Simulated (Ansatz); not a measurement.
## Two runs on B3N2

System: B3N2 (P-6m2, 5 atoms in the cell).
Method of run A: DFT PBE, scalar-relativistic, plane waves, PAW, no spin polarisation (Ansatz 0.2.0).

The structure was made by a generator, so it may or may not be a known phase. Text and figures count atoms from 1; the logs count them from 0 in places.

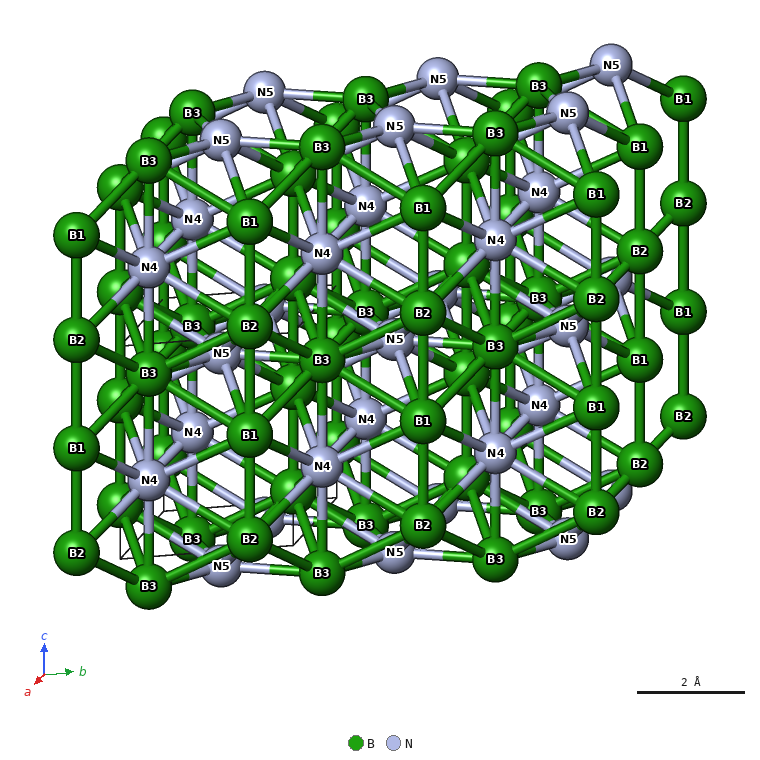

**Figure 1.** The structure as given in the input (ball-and-stick view of the cell of the calculation, repeated 2 × 3 × 2, seen slightly off an axis; atoms are numbered from 1 in the order of the input). An atom can appear more than once, as a periodic image.

## Input, run A
```yaml
crystal:
  lattice:
    - [3.38306908, 0.0, 0.0]
    - [-1.69153454, 2.92982377, 0.0]
    - [0.0, 0.0, 4.15428624]
  atoms:
    - { symbol: B, position: [0.0, 0.0, 0.74540001] }
    - { symbol: B, position: [0.0, 0.0, 0.25459999] }
    - { symbol: B, position: [0.66666667, 0.33333333, 0.0] }
    - { symbol: "N", position: [0.66666667, 0.33333333, 0.5] }
    - { symbol: "N", position: [0.33333333, 0.66666667, 0.0] }
basis:
  ecutwfc: 420
kpoints:
  mp_grid: { grid: [6, 6, 4] }
hamiltonian:
  xc: pbe
scf:
  occupations: { method: gaussian, width: 0.1 }
  lower_state_search: "off"
output:
  forces: true
  stress: true
  eigenvalues: true
```

Command:
```bash
ansatz run input.yaml --threads 1 --pin off --max-ram 2560MiB --backend cpu --events-out ev --progress --plain --runs-dir out
```

Hardware: 1 thread of Intel Xeon @ 2.50GHz (Skylake/Cascade Lake), 189 GiB of memory available, shared host.

## Output, shortened to warnings, some set-up lines, iterations and results (run A)
```
Basis set: ecut = 420 eV, 805 PW (Γ), exchange–correlation on 48×48×60 points (8 copies of the dense FFT grid, shifted against one another)
Symmetry: 12 space group operations
k-points: 21 of 144 (time reversal used)
Initial density: superposition of atomic densities (neutral atoms: chi_scale 0, normalization atom), corrected by the library's trained network
[...]
SCF iter   1: F=—  HF=-1224.430107 eV  |F-HF|=—  |Δ(HF+E_count)|=         —  Δρ=5.73e-3  dr2=1.45e-2  ethr=1.77e-3  ⟨swp⟩=5.0  Hψ=1578  notcnv=0
SCF iter   2: F=—  HF=-1224.428117 eV  |F-HF|=—  |Δ(HF+E_count)|=   1.99e-3  Δρ=3.52e-3  dr2=6.19e-3  ethr=7.61e-5  ⟨swp⟩=1.0  Hψ=484  notcnv=0
SCF iter   3: F=—  HF=-1224.427469 eV  |F-HF|=—  |Δ(HF+E_count)|=   6.48e-4  Δρ=4.11e-4  dr2=6.17e-5  ethr=3.26e-5  ⟨swp⟩=2.6  Hψ=478  notcnv=0
SCF iter   4: F=—  HF=-1224.427498 eV  |F-HF|=—  |Δ(HF+E_count)|=   2.98e-5  Δρ=1.30e-4  dr2=1.46e-5  ethr=3.25e-7  ⟨swp⟩=2.2  Hψ=484  notcnv=0
SCF iter   5: F=—  HF=-1224.427497 eV  |F-HF|=—  |Δ(HF+E_count)|=   1.82e-6  Δρ=2.93e-5  dr2=2.68e-7  ethr=7.71e-8  ⟨swp⟩=2.0  Hψ=434  notcnv=0
SCF iter   6: F=-1224.427497 eV  HF=-1224.427497 eV  |F-HF|=8.38e-9  |Δ(HF+E_count)|=   9.65e-8  Δρ=7.91e-6  dr2=1.58e-8  ethr=5.26e-10  ⟨swp⟩=6.1  Hψ=1228  notcnv=0
SCF 1 converged in 6 iterations: F = -1224.427497 eV  dr2 = 1.58e-8
SCF converged after 6 iterations
Free energy (F): -1224.427497 eV
Harris-Foulkes:  -1224.427497 eV  (|F-HF|=8.38e-9)
Internal energy: -1224.410121 eV  (E = F + TS)
E sigma→0 (E₀):  -1224.418809 eV
Entropy (-TS):   -0.017376 eV (-3.475 meV/atom)
Fermi energy:    8.935515 eV
--- Per-component energies (eV) ---
  E_band       = 26.790853
  E_kinetic    = 365.646046
  E_local      = -379.473719  (includes V_loc(G=0)·N_el)
  E_nonlocal   = 130.317868
  E_hartree    = 102.774783
  E_xc         = -206.291162
  E_vxc        = -253.880746  (∫ρ·V_xc dr)
  E_paw        = -485.737992  (= ΣΔE_a)
  E_vpaw       = -41.366918  (= ΣTr[D̂ρ^β])
  E_aug_tail   = 0.000155  (compensation charges beyond the density's cutoff)
  E_ewald      = -751.646101
  E_smearing   = -0.017376  (= −TS)
  E_closure    = 0.000000  (closes the sum)
  Σ components = -1224.427497   (vs F -1224.427497, Δ=0.00e0)
--- Forces (eV/Å), atoms counted from 1 ---
  atom   1  B     -0.00000000     0.00000000    -0.93835314
  atom   2  B     -0.00000000     0.00000000     0.93835314
  atom   3  B      0.00000000    -0.00000000    -0.00000000
  atom   4  N      0.00000000    -0.00000000    -0.00000000
  atom   5  N      0.00000000    -0.00000000    -0.00000000
  max |Σ_I F_I| component: 8.60e-16 eV/Å
--- Stress (GPa, compression-positive) ---
      -23.604696       0.000000      -0.000000
        0.000000     -23.604696      -0.000000
       -0.000000      -0.000000     -39.974083
  P = ⅓ Tr σ = -29.0612 GPa (-290.612 kbar)
```

The input of run B differs as follows (lines with − go, lines with + come):
```diff
-    - { symbol: "N", position: [0.66666667, 0.33333333, 0.5] }
-    - { symbol: "N", position: [0.33333333, 0.66666667, 0.0] }
+    - { symbol: "N", position: [0.66666667, 0.33333333, 0.5], spin: 1.0 }
+    - { symbol: "N", position: [0.33333333, 0.66666667, 0.0], spin: 1.0 }
+  populations: true
+magnetization:
+  spin_polarized: true
```

What does this change do to the results?

The energy is the same within 0.01 meV per atom. With spin allowed, the absolute moment of the cell comes to 0.00 μB. The SCF takes 24 iterations against 6. On the same kind of shared host run B took about 4.8 times as long. The two runs start from different initial densities, which also moves the count.

## Output, shortened to warnings, some set-up lines, iterations and results (run B)
```
WARN: the starting moments were not kept: the SCF closed with an absolute magnetisation of 2.5e-5 μB, where they sum to 2 μB in size (2 sites). That is at most 0.1 of that sum. Measured as dr2_m measures the in/out step, that magnetisation stands 1.0e-10 eV from none, at or under the dr2_threshold of 1.0e-7 eV: it is no larger than a step whose dr2_m would equal this threshold. The system may …
Basis set: ecut = 420 eV, 805 PW (Γ), exchange–correlation on 48×48×60 points (8 copies of the dense FFT grid, shifted against one another)
Symmetry: 12 space group operations
k-points: 21 of 144 (time reversal used)
Initial density: superposition of atomic densities (chi_scale 0.1, normalization cell, long waves kept (reshape's long-wave potential 0.04 eV rms))
[...]
SCF iter   1: F=—  HF=-1224.144594 eV  |F-HF|=—  |Δ(HF+E_count)|=         —  Δρ=4.46e-2 (↑4.09e-2 ↓4.46e-2)  dr2=8.28e-1  dr2_m=4.98e-1  M=0.489 μB ∫|m|=0.636 μB  β_m=0.30  …
SCF iter   2: F=—  HF=-1224.234669 eV  |F-HF|=—  |Δ(HF+E_count)|=   9.01e-2  Δρ=3.29e-2 (↑3.09e-2 ↓3.29e-2)  dr2=2.77e-1  dr2_m=2.98e-1  M=0.446 μB ∫|m|=0.536 μB  β_m=0.30  …
SCF iter   3: F=—  HF=-1224.303376 eV  |F-HF|=—  |Δ(HF+E_count)|=   6.87e-2  Δρ=2.43e-2 (↑2.43e-2 ↓2.35e-2)  dr2=1.68e-1  dr2_m=1.84e-1  M=0.409 μB ∫|m|=0.447 μB  β_m=0.30  …
SCF iter   4: F=—  HF=-1224.336499 eV  |F-HF|=—  |Δ(HF+E_count)|=   3.31e-2  Δρ=1.71e-2 (↑1.61e-2 ↓1.71e-2)  dr2=5.76e-3  dr2_m=1.03e-1  M=0.426 μB ∫|m|=0.439 μB  β_m=0.30  …
SCF iter   5: F=—  HF=-1224.367860 eV  |F-HF|=—  |Δ(HF+E_count)|=   3.14e-2  Δρ=1.35e-2 (↑1.35e-2 ↓1.31e-2)  dr2=1.47e-3  dr2_m=6.65e-2  M=0.391 μB ∫|m|=0.397 μB  β_m=0.30  …
[... 15 lines ...]
SCF iter  21: F=—  HF=-1224.427497 eV  |F-HF|=—  |Δ(HF+E_count)|=   8.15e-8  Δρ=9.00e-6 (↑5.97e-6 ↓9.00e-6)  dr2=1.33e-7  dr2_m=6.84e-9  M=0.001 μB ∫|m|=0.001 μB  β_m=0.67  …
SCF iter  22: F=-1224.427497 eV  HF=-1224.427497 eV  |F-HF|=2.92e-8  |Δ(HF+E_count)|=   2.58e-9  Δρ=4.80e-6 (↑3.28e-6 ↓4.80e-6)  dr2=3.52e-8  dr2_m=2.45e-9  M=0.000 μB …
SCF iter  23: F=-1224.427497 eV  HF=-1224.427497 eV  |F-HF|=3.60e-9  |Δ(HF+E_count)|=   4.36e-9  Δρ=1.61e-6 (↑1.17e-6 ↓1.61e-6)  dr2=4.30e-9  dr2_m=2.81e-10  M=0.000 μB …
SCF iter  24: F=-1224.427497 eV  HF=-1224.427497 eV  |F-HF|=1.27e-10  |Δ(HF+E_count)|=  5.42e-10  Δρ=3.12e-7 (↑2.85e-7 ↓3.12e-7)  dr2=1.56e-10  dr2_m=8.68e-12  M=0.000 μB …
SCF 1 converged in 24 iterations: F = -1224.427497 eV  dr2 = 1.56e-10
SCF converged after 24 iterations
Magnetization: 0.0000 μB (9.5000 up, 9.5000 down)
Absolute magnetization: 0.0000 μB (∫|ρ↑−ρ↓|, with the PAW one-centre terms)
Spin contamination: 0.0000 ħ² per cell (⟨S²⟩ above its minimum at these occupations)
Per-site moments (μB) at R_I (Å): [(3.0513324538626406e-6, 0.8410560549920615), (3.0513324535779155e-6, 0.8410560549920615), (3.822941782645409e-6, 0.8057015362051766), (6.550942923675643e-6, 0.8568215370000001), (1.963705041426369e-6, 0.8057015362051766)]
Free energy (F): -1224.427497 eV
Harris-Foulkes:  -1224.427497 eV  (|F-HF|=1.27e-10)
Internal energy: -1224.410121 eV  (E = F + TS)
E sigma→0 (E₀):  -1224.418809 eV
Entropy (-TS):   -0.017376 eV (-3.475 meV/atom)
Fermi energy:    8.935543 eV
--- Per-component energies (eV) ---
  E_band       = 26.791484
  E_kinetic    = 365.645483
  E_local      = -379.472140  (includes V_loc(G=0)·N_el)
  E_nonlocal   = 130.317586
  E_hartree    = 102.773822
  E_xc         = -206.291095
  E_vxc        = -253.880662  (∫ρ·V_xc dr)
  E_paw        = -485.737831  (= ΣΔE_a)
  E_vpaw       = -41.366732  (= ΣTr[D̂ρ^β])
  E_aug_tail   = 0.000155  (compensation charges beyond the density's cutoff)
  E_ewald      = -751.646101
  E_smearing   = -0.017376  (= −TS)
  E_closure    = 0.000000  (closes the sum)
  Σ components = -1224.427497   (vs F -1224.427497, Δ=0.00e0)
--- Forces (eV/Å), atoms counted from 1 ---
  atom   1  B     -0.00000000     0.00000000    -0.93830701
  atom   2  B     -0.00000000     0.00000000     0.93830701
  atom   3  B      0.00000000    -0.00000000    -0.00000000
  atom   4  N      0.00000000    -0.00000000    -0.00000000
  atom   5  N      0.00000000    -0.00000000    -0.00000000
  max |Σ_I F_I| component: 8.79e-16 eV/Å
--- Stress (GPa, compression-positive) ---
      -23.604752       0.000000      -0.000000
        0.000000     -23.604752      -0.000000
       -0.000000      -0.000000     -39.974028
  P = ⅓ Tr σ = -29.0612 GPa (-290.612 kbar)
--- Löwdin populations: 5 sites ---
  site symbol       q [e]    m [muB]
     0      B      2.7532     0.0000
     1      B      2.7532     0.0000
     2      B      2.7883     0.0000
     3      N      5.2631     0.0000
     4      N      5.3194     0.0000
  spilling = 0.006465 (of n_electrons = 19.000000)
```

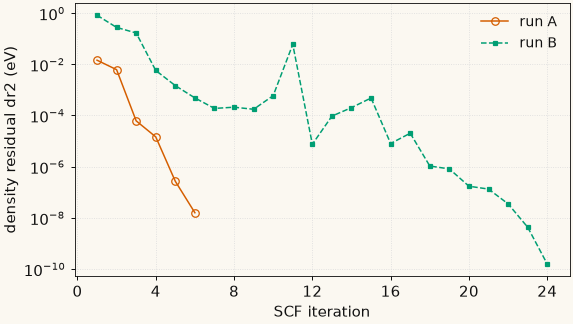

**Figure 2.** Convergence of the two runs: density residual dr2 against the SCF iteration. Run A takes 6 iterations in all, and run B takes 24.

## The two runs side by side

| quantity | run A | run B |
| --- | --- | --- |
| outcome | converged | converged |
| free energy per atom (eV) | −244.8855 | −244.8855 |
| energy per atom, smearing taken to zero (eV) | −244.8838 | −244.8838 |
| gap on the mesh (eV) | 0.00 | 0.00 |
| pressure (GPa) | −29.06 | −29.06 |
| largest force (eV/Å) | 0.938 | 0.938 |
| SCF iterations | 6 | 24 |
| irreducible k-points | 21 | 21 |
| plane waves at Γ | 805 | 805 |
| net moment of the cell (μB) | – | 0.00 |
| absolute moment of the cell (μB) | – | 0.00 |
| wall time (shared host) | 3.6 s | 17 s |

For both runs: The cell is under a tension of 29 GPa at this level, so it is not at its equilibrium volume. For run A: The cell holds an odd number of electrons but the run has no spin polarisation, so a band is left half filled. For run B: Warnings: some starting moments were not kept.
